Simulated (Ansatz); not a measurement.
**Geometry relaxation, with input and output: Rh**

The run: geometry relaxation of Rh (Fm-3m, 1 atom in the cell). Method and program: DFT PBEsol, scalar-relativistic, plane waves, PAW, no spin polarisation (Ansatz 0.2.0).

The structure derives from a Materials Project entry.

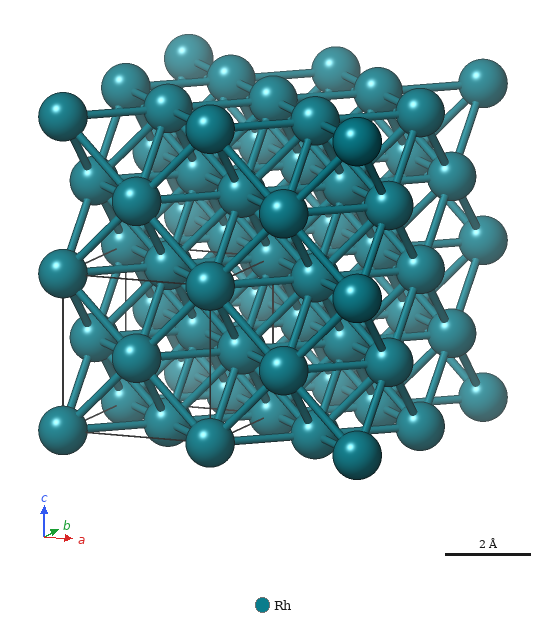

**Figure 1.** The starting structure (ball-and-stick view of the cell 4 times as large as that of the calculation, set on its symmetry axes, repeated 2 × 2 × 2, seen slightly off an axis). Near neighbours in the crystal (not all of them lie inside the picture): Rh has 12 Rh at 2.69 Å.

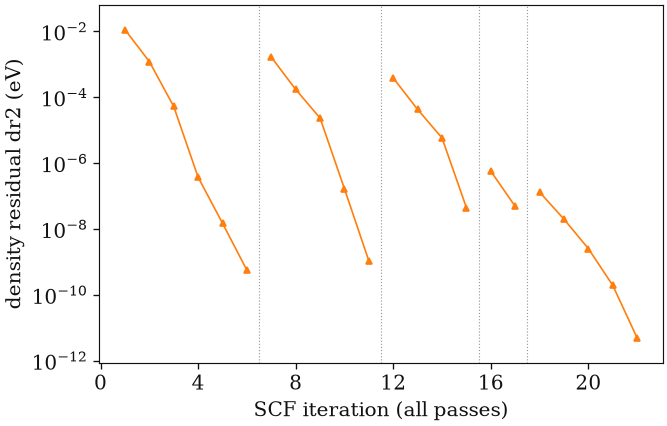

**Figure 2.** Convergence of the self-consistent field: density residual dr2 against the SCF iteration. The dotted lines part the SCF passes of the relaxation: geometry steps, rejected trials and re-solves on a re-selected basis. The 5 passes take 2 to 6 iterations each, 22 in all.

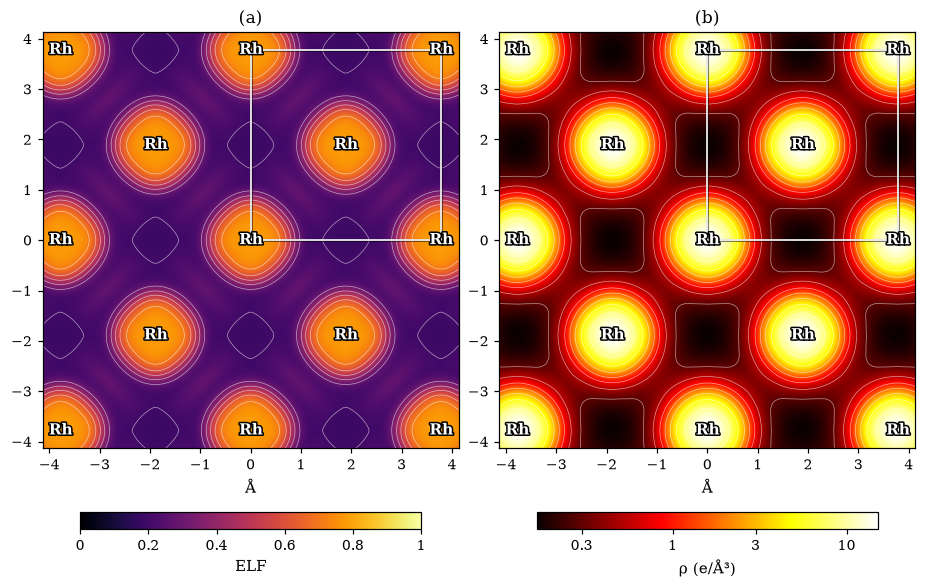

**Figure 3.** (a) ELF; (b) valence electron density on the (100) plane of the conventional cell. Atoms in the plane: Rh. Rh–Rh (2.67 Å): ρ at the midpoint is about 0.37 e/Å³; the ELF is about 0.25 at the midpoint (no localised pair between them). Away from the nuclei the density in this plane falls to 0.17 e/Å³ at its lowest. The strong features right at Rh lie inside the PAW spheres (semicore, d or f shells) and say nothing about bonding. Core electrons are frozen (PAW), so the fields are smoothed inside the atomic spheres.

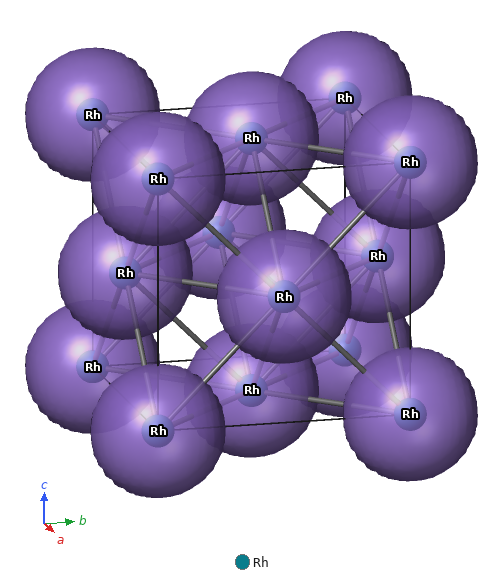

**Figure 4.** Isosurface of the valence charge density (pseudo) at 0.8 e/Å³ (purple), seen slightly off an axis. Sticks mark near contacts. The outline is the cell set on symmetry axes. At this value the density breaks into separate islands; it holds about 80 % of the electrons treated as valence (semicore included). It is pinched off along the Rh–Rh (2.67 Å) contacts. On the grid the lowest density along these lines, outside the cores, is 0.37 e/Å³ (Rh–Rh, 2.67 Å).

These pictures come from the run below.

**Input file**
```yaml
crystal:
  lattice:
    - [0.0, 1.9029860865, 1.9029860865]
    - [1.9029860865, 0.0, 1.9029860865]
    - [1.9029860865, 1.9029860865, 0.0]
  atoms:
    - { symbol: Rh, position: [0.0, 0.0, 0.0] }
basis:
  ecutwfc: 420
kpoints:
  mp_grid: { grid: [18, 18, 18] }
hamiltonian:
  xc: pbesol
scf:
  occupations: { method: gaussian, width: 0.1 }
output:
  forces: true
  stress: true
  eigenvalues: true
  write_density: true
  write_potential: true
  elf: true
  volumetric_format: npy
relax:
  adjacent_minimum: "off"
  f_tol: 0.005
  max_steps: 80
  cell: { stress_tol: 0.05 }
```

Launch command:
```bash
ansatz run input.yaml --threads 1 --pin off --max-ram 2560MiB --backend cpu --events-out ev --progress --plain --runs-dir out
```

**Output**
```
Engine: ansatz 0.2.0, x86_64-unknown-linux-gnu
Pseudopotentials: kind: paw
Pseudopotential: Rh, paw, valence charge 17, recommended cutoff 420 eV (normal), Rh.paw.azcp
Functional definition: PBEsol
  exchange = pbesol_x
  correlation = pbesol_c
Crystal: 1 atoms, lattice volume = 13.783 Å³
Basis set: ecut = 420 eV, 283 PW (Γ), exchange–correlation on 36×36×36 points (8 copies of the dense FFT grid, shifted against one another)
Bands: 13, of which v1, the nominal top of the filled ones, is band 9 counted from 1 (8 counted from 0)
Symmetry: 48 space group operations
Space group: Fm-3m (ITA 225), of the structure as read, at distance tolerance 2.4e-5 Å
k-points: 195 of 5832
Non-local potential: Rh, projectors of the file, l = 0: 3, l = 1: 2, l = 2: 2, l = 3: 1
PAW form: soft (Blöchl's): semilocal exchange-correlation on the pseudo side does not see the compensation charge
PAW frozen core: Rh, regenerated for the run's functional, and the local potential with it (the file was generated under x = pbe(κ = 0.804, μ = 0.2195149727645171), c = pbe(β = 0.06672455060314922))
PAW one-centre angular grid: Rh, 590 points (default); XC on 64 Gauss nodes
Initial density: superposition of atomic densities (neutral atoms: chi_scale 0, normalization atom), corrected by the library's trained network
Initial wavefunctions: pseudopotential atomic-orbital guess
Functional: x = pbesol(κ = 0.804, μ = 0.12345679012345678), c = pbesol(β = 0.046)
SCF iter   1: F=—  HF=-6338.747523 eV  |F-HF|=—  |Δ(HF+E_count)|=         —  Δρ=9.91e-3  dr2=1.12e-2  ethr=1.77e-3  ⟨swp⟩=4.9  Hψ=13949  notcnv=0
preconditioner: auto → none  [metal: Δε(μ)=0.009 eV  Ē_g=13.925 eV  σ=0.100 eV  W_gap=0.05  n_scr=0 (ndim 8)  ℏωp=30.0 eV  f_vac=0.000  D(μ)=1.36/eV (n_scr^D=14)]
SCF iter   2: F=—  HF=-6338.744383 eV  |F-HF|=—  |Δ(HF+E_count)|=   3.14e-3  Δρ=3.87e-3  dr2=1.20e-3  ethr=6.60e-5  ⟨swp⟩=2.7  Hψ=5687  notcnv=0  defer=14
SCF iter   3: F=—  HF=-6338.744020 eV  |F-HF|=—  |Δ(HF+E_count)|=   3.63e-4  Δρ=1.42e-3  dr2=5.18e-5  ethr=7.08e-6  ⟨swp⟩=2.4  Hψ=3704  notcnv=0  defer=14
SCF iter   4: F=—  HF=-6338.744005 eV  |F-HF|=—  |Δ(HF+E_count)|=   1.50e-5  Δρ=9.14e-5  dr2=3.68e-7  ethr=3.05e-7  ⟨swp⟩=2.1  Hψ=4145  notcnv=0  defer=14
iter 5 did not close the SCF: its close was put off for the readings that it lacked (scf_convergence_deferred on its scf_iter line)
SCF iter   5: F=-6338.744005 eV  HF=-6338.744005 eV  |F-HF|=3.50e-9  |Δ(HF+E_count)|=   6.73e-8  Δρ=2.32e-5  dr2=1.48e-8  ethr=2.16e-9  ⟨swp⟩=2.1  Hψ=4111  notcnv=0  defer=14
SCF iter   6: F=-6338.744005 eV  HF=-6338.744005 eV  |F-HF|=1.70e-10  |Δ(HF+E_count)|=  9.07e-10  Δρ=4.64e-6  dr2=5.53e-10  ethr=8.68e-11  ⟨swp⟩=5.7  Hψ=13447  notcnv=0
SCF 1 converged in 6 iterations: F = -6338.744005 eV  dr2 = 5.53e-10
  greatest PAW one-centre occupation: 1.000 electrons in one spin orbital (limit 2), on the Rh atom at site 0 (counted from 0), in its partial waves of l = 0
relax step   1: F+E_penalty+E_count = -6338.74400472 eV  Δ(F+E_penalty+E_count) = +0.000e0 eV  max|allowed force component| = 0.000e0 eV/Å  Δτ_max = 0.0000 Å  P = -5.767 GPa  Ω = 13.783 Å³  (6 SCF iters, dr2 threshold 1.00e-7 eV, accepted)
Crystal: 1 atoms, lattice volume = 13.263 Å³
Basis set: ecut = 420 eV, 259 PW (Γ), exchange–correlation on 36×36×36 points (8 copies of the dense FFT grid, shifted against one another)
Initial density: handed on by an earlier stage of this run
Initial wavefunctions: those handed on with the density
iter 1 solved again at ethr=1.17e-5 eV; its pass at ethr=3.10e-3 eV (dr2=2.00e-3 eV) is discarded
SCF iter   1: F=—  HF=-6338.745805 eV  |F-HF|=—  |Δ(HF+E_count)|=         —  Δρ=3.81e-3  dr2=1.63e-3  ethr=1.17e-5  ⟨swp⟩=1.1  Hψ=17165  notcnv=0
preconditioner: auto → none  [metal: Δε(μ)=0.007 eV  Ē_g=14.370 eV  σ=0.100 eV  W_gap=0.04  n_scr=0 (ndim 8)  ℏωp=30.6 eV  f_vac=0.000  D(μ)=1.28/eV (n_scr^D=14)]
SCF iter   2: F=—  HF=-6338.745440 eV  |F-HF|=—  |Δ(HF+E_count)|=   3.64e-4  Δρ=1.79e-3  dr2=1.71e-4  ethr=9.61e-6  ⟨swp⟩=2.0  Hψ=3392  notcnv=0
SCF iter   3: F=—  HF=-6338.745406 eV  |F-HF|=—  |Δ(HF+E_count)|=   3.40e-5  Δρ=7.51e-4  dr2=2.31e-5  ethr=1.01e-6  ⟨swp⟩=2.8  Hψ=3939  notcnv=0
SCF iter   4: F=—  HF=-6338.745414 eV  |F-HF|=—  |Δ(HF+E_count)|=   7.81e-6  Δρ=7.17e-5  dr2=1.64e-7  ethr=1.36e-7  ⟨swp⟩=1.0  Hψ=2535  notcnv=0
SCF iter   5: F=-6338.745414 eV  HF=-6338.745414 eV  |F-HF|=1.92e-10  |Δ(HF+E_count)|=   2.02e-7  Δρ=7.06e-6  dr2=1.06e-9  ethr=5.88e-10  ⟨swp⟩=7.6  Hψ=14038  notcnv=0
SCF 2 converged in 5 iterations: F = -6338.745414 eV  dr2 = 1.06e-9
relax step   2: F+E_penalty+E_count = -6338.74541437 eV  Δ(F+E_penalty+E_count) = -1.410e-3 eV  max|allowed force component| = 0.000e0 eV/Å  Δτ_max = 0.0000 Å  P = +5.529 GPa  Ω = 13.263 Å³  energy of the carried Pulay correction = +3.069e-4 eV  (5 SCF iters, dr2 threshold 1.00e-7 eV, accepted)
Crystal: 1 atoms, lattice volume = 13.512 Å³
iter 1 solved again at ethr=2.02e-6 eV; its pass at ethr=3.10e-3 eV (dr2=3.43e-4 eV) is discarded
SCF iter   1: F=—  HF=-6338.749398 eV  |F-HF|=—  |Δ(HF+E_count)|=         —  Δρ=1.81e-3  dr2=3.79e-4  ethr=2.02e-6  ⟨swp⟩=1.2  Hψ=17055  notcnv=0
preconditioner: auto → none  [metal: Δε(μ)=0.009 eV  Ē_g=14.174 eV  σ=0.100 eV  W_gap=0.05  n_scr=0 (ndim 8)  ℏωp=30.3 eV  f_vac=0.000  D(μ)=1.32/eV (n_scr^D=14)]
SCF iter   2: F=—  HF=-6338.749317 eV  |F-HF|=—  |Δ(HF+E_count)|=   8.07e-5  Δρ=8.73e-4  dr2=4.21e-5  ethr=2.02e-6  ⟨swp⟩=2.1  Hψ=3478  notcnv=0
SCF iter   3: F=—  HF=-6338.749311 eV  |F-HF|=—  |Δ(HF+E_count)|=   6.71e-6  Δρ=3.66e-4  dr2=5.73e-6  ethr=2.48e-7  ⟨swp⟩=2.8  Hψ=3934  notcnv=0
SCF iter   4: F=-6338.749312 eV  HF=-6338.749312 eV  |F-HF|=3.91e-8  |Δ(HF+E_count)|=   1.22e-6  Δρ=3.75e-5  dr2=4.39e-8  ethr=5.88e-10  ⟨swp⟩=6.3  Hψ=13966  notcnv=0
SCF 3 converged in 4 iterations: F = -6338.749312 eV  dr2 = 4.39e-8
relax step   3: F+E_penalty+E_count = -6338.74931203 eV  Δ(F+E_penalty+E_count) = -3.898e-3 eV  max|allowed force component| = 0.000e0 eV/Å  Δτ_max = 0.0000 Å  P = -0.223 GPa  Ω = 13.512 Å³  energy of the carried Pulay correction = +1.582e-4 eV  (4 SCF iters, dr2 threshold 1.00e-7 eV, accepted)
Crystal: 1 atoms, lattice volume = 13.503 Å³
iter 1 solved again at ethr=3.13e-9 eV; its pass at ethr=3.10e-3 eV (dr2=5.32e-7 eV) is discarded
SCF iter   1: F=—  HF=-6338.749324 eV  |F-HF|=—  |Δ(HF+E_count)|=         —  Δρ=6.64e-5  dr2=5.62e-7  ethr=3.13e-9  ⟨swp⟩=2.0  Hψ=16359  notcnv=0
preconditioner: auto → none  [metal: Δε(μ)=0.009 eV  Ē_g=14.177 eV  σ=0.100 eV  W_gap=0.05  n_scr=0 (ndim 8)  ℏωp=30.3 eV  f_vac=0.000  D(μ)=1.32/eV (n_scr^D=14)]
SCF iter   2: F=-6338.749325 eV  HF=-6338.749325 eV  |F-HF|=4.31e-8  |Δ(HF+E_count)|=   1.35e-6  Δρ=2.48e-5  dr2=4.80e-8  ethr=5.88e-10  ⟨swp⟩=5.7  Hψ=13987  notcnv=0
SCF 4 converged in 2 iterations: F = -6338.749325 eV  dr2 = 4.80e-8
relax step   4: F+E_penalty+E_count = -6338.74932492 eV  Δ(F+E_penalty+E_count) = -1.288e-5 eV  max|allowed force component| = 0.000e0 eV/Å  Δτ_max = 0.0000 Å  P = -0.008 GPa  Ω = 13.503 Å³  energy of the carried Pulay correction = +1.640e-4 eV  (2 SCF iters, dr2 threshold 1.00e-7 eV, accepted)
Initial wavefunctions: pseudopotential atomic-orbital guess (no wavefunctions were taken with the density)
iter 1 solved again at ethr=1.42e-8 eV; its pass at ethr=3.10e-3 eV (dr2=2.42e-6 eV) is discarded
SCF iter   1: F=—  HF=-6338.749166 eV  |F-HF|=—  |Δ(HF+E_count)|=         —  Δρ=5.82e-5  dr2=1.30e-7  ethr=1.42e-8  ⟨swp⟩=3.1  Hψ=21149  notcnv=0
preconditioner: auto → none  [metal: Δε(μ)=0.009 eV  Ē_g=14.178 eV  σ=0.100 eV  W_gap=0.05  n_scr=0 (ndim 8)  ℏωp=30.3 eV  f_vac=0.000  D(μ)=1.32/eV (n_scr^D=14)]
SCF iter   2: F=—  HF=-6338.749167 eV  |F-HF|=—  |Δ(HF+E_count)|=   6.74e-7  Δρ=2.34e-5  dr2=1.96e-8  ethr=7.62e-10  ⟨swp⟩=2.2  Hψ=3945  notcnv=0
SCF iter   3: F=—  HF=-6338.749167 eV  |F-HF|=—  |Δ(HF+E_count)|=  9.41e-10  Δρ=1.21e-5  dr2=2.50e-9  ethr=1.15e-10  ⟨swp⟩=2.3  Hψ=3273  notcnv=0
SCF iter   4: F=—  HF=-6338.749167 eV  |F-HF|=—  |Δ(HF+E_count)|=   1.26e-9  Δρ=3.59e-6  dr2=1.91e-10  ethr=1.47e-11  ⟨swp⟩=2.7  Hψ=4203  notcnv=0
SCF iter   5: F=-6338.749167 eV  HF=-6338.749167 eV  |F-HF|=4.55e-12  |Δ(HF+E_count)|=  1.87e-10  Δρ=5.51e-7  dr2=4.83e-12  ethr=1.00e-12  ⟨swp⟩=3.7  Hψ=11080  notcnv=0
SCF 5 converged in 5 iterations: F = -6338.749167 eV  dr2 = 4.83e-12
relax step   5: F+E_penalty+E_count = -6338.74916696 eV  Δ(F+E_penalty+E_count) = +1.580e-4 eV  max|allowed force component| = 0.000e0 eV/Å  Δτ_max = 0.0000 Å  P = -0.006 GPa  Ω = 13.503 Å³  stress off target by 5.91e-3 GPa  SCF on the basis re-selected at this cell (its energy is not comparable with the rows above)  (5 SCF iters)
basis re-selected at this cell: Δ(F+E_penalty+E_count) = +1.580e-4 eV, ΔP = +0.003 GPa vs the last step (what re-selecting the basis moved, of the pressure what is left beyond the Pulay correction that the steps carried, after the strain that the cell walked since its last selection, with what the two solves' SCF thresholds leave and, on support functions, any second-order correction that the steps lacked; it is no measure of the basis error at this ecutwfc). This SCF's stress stands 5.91e-3 GPa from its target on what of the cell is left free (relax.cell.stress_tol is 5.00e-2 GPa) and its largest allowed force component is 0.00e0 eV/Å (relax.f_tol is 5.00e-3 eV/Å): within both
SCF converged after 5 iterations
Free energy (F): -6338.749167 eV
Harris-Foulkes:  -6338.749167 eV  (|F-HF|=4.55e-12)
Internal energy: -6338.742575 eV  (E = F + TS)
E sigma→0 (E₀):  -6338.745871 eV
Entropy (-TS):   -0.006592 eV (-6.592 meV/atom)
Fermi energy:    22.774833 eV
--- Per-component energies (eV) ---
  E_band       = -79.890853
  E_kinetic    = 573.702931
  E_local      = -1541.086948  (includes V_loc(G=0)·N_el)
  E_nonlocal   = 356.245343
  E_hartree    = 540.552305
  E_xc         = -220.851993
  E_vxc        = -278.286305  (∫ρ·V_xc dr)
  E_paw        = -3523.787662  (= ΣΔE_a)
  E_vpaw       = -271.571279  (= ΣTr[D̂ρ^β])
  E_aug_tail   = 0.000801  (compensation charges beyond the density's cutoff)
  E_ewald      = -2523.793552
  E_core_change = 0.276200  (= ΣΔE_core)
  E_smearing   = -0.006592  (= −TS)
  E_closure    = 0.000000  (closes the sum)
  Σ components = -6338.749167   (vs F -6338.749167, Δ=0.00e0)
--- Forces (eV/Å), atoms counted from 1 ---
  atom   1  Rh    -0.00000000     0.00000000     0.00000000
  max |Σ_I F_I| component: 4.27e-31 eV/Å
--- Stress (GPa, compression-positive) ---
       -0.005912      -0.000000      -0.000000
       -0.000000      -0.005912      -0.000000
       -0.000000      -0.000000      -0.005912
  P = ⅓ Tr σ = -0.0059 GPa (-0.059 kbar)
--- Band table (eV; the first three rows and the last of 195) ---
  k-point 0: bands = ["-56.1105", "-23.5732", "-23.5732", "-23.5732", "14.5778", "19.5769", "19.5769", "19.5769", "21.7495", "21.7495", "38.4785", "43.9008", "43.9008"]
  k-point 1: bands = ["-56.1068", "-23.5977", "-23.5765", "-23.5765", "14.7048", "19.5193", "19.6275", "19.6275", "21.7207", "21.7207", "38.6643", "43.2441", "44.0851"]
  k-point 2: bands = ["-56.0962", "-23.6680", "-23.5860", "-23.5860", "15.0689", "19.3751", "19.7597", "19.7597", "21.6584", "21.6584", "39.1648", "41.8550", "44.6264"]
  k-point 194: bands = ["-55.9470", "-24.1289", "-24.0504", "-23.8694", "17.5172", "18.3779", "19.3252", "21.5913", "23.7936", "31.6910", "33.1795", "34.1033", "35.5668"]
--- Relaxed structure (4 steps of the walk, 4 accepted, 1 SCFs on fresh bases) ---
  F+E_penalty+E_count = -6338.74916696 eV   max|allowed force component| = 0.000e0 eV/Å   (the final SCF, on the basis selected at the relaxed cell)
  cell:  # Å, volume = 13.5026 Å³
    - [-2.547686016447779e-35, 1.8900012879614325, 1.8900012879614325]
    - [1.8900012879614325, -8.916901057567285e-35, 1.8900012879614325]
    - [1.8900012879614325, 1.8900012879614325, -7.515673748520996e-34]
  atoms:
    - { symbol: Rh, position: [0.0, 0.0, 0.0] }
```

**Trajectory as extended XYZ (Å, eV, eV/Å), 5 frames, from step=1 to step=5**
```
1
Lattice="0.0000 1.9030 1.9030 1.9030 0.0000 1.9030 1.9030 1.9030 0.0000" Properties=species:S:1:pos:R:3:forces:R:3 step=1 energy=-6338.74400 pressure_GPa=-5.77
Rh    0.0000    0.0000    0.0000    0.0000   0.0000   0.0000
1
Lattice="0.0000 1.8788 1.8788 1.8788 0.0000 1.8788 1.8788 1.8788 0.0000" Properties=species:S:1:pos:R:3:forces:R:3 step=2 energy=-6338.74541 pressure_GPa=5.53
Rh    0.0000    0.0000    0.0000    0.0000   0.0000   0.0000
1
Lattice="0.0000 1.8905 1.8905 1.8905 0.0000 1.8905 1.8905 1.8905 0.0000" Properties=species:S:1:pos:R:3:forces:R:3 step=3 energy=-6338.74931 pressure_GPa=-0.22
Rh    0.0000    0.0000    0.0000    0.0000   0.0000   0.0000
1
Lattice="0.0000 1.8900 1.8900 1.8900 0.0000 1.8900 1.8900 1.8900 0.0000" Properties=species:S:1:pos:R:3:forces:R:3 step=4 energy=-6338.74932 pressure_GPa=-0.01
Rh    0.0000    0.0000    0.0000    0.0000   0.0000   0.0000
1
Lattice="0.0000 1.8900 1.8900 1.8900 0.0000 1.8900 1.8900 1.8900 0.0000" Properties=species:S:1:pos:R:3:forces:R:3 step=5 energy=-6338.74917 pressure_GPa=-0.01
Rh    0.0000    0.0000    0.0000    0.0000   0.0000   0.0000
```

**Results in brief**

| quantity | value |
| --- | --- |
| outcome | converged |
| space group (tolerance 0.01 Å) | Fm-3m (225) |
| electrons treated | 17 |
| free energy | −6338.7492 eV |
| Fermi energy | 22.775 eV |
| gap on the k-point mesh | none (metallic) |
| pressure | −0.01 GPa |
| final volume | 13.50 Å³ |
| largest force (length of the vector) at the end | under 0.001 eV/Å |
| final cell | a = 2.673 Å, b = 2.673 Å, c = 2.673 Å, α = 60.00°, β = 60.00°, γ = 60.00° |
| hardware | 1 thread of AMD EPYC (Zen 3), 32 GiB of memory available, shared host |
| wall time | 11 s |
| peak memory | 0.37 GiB |
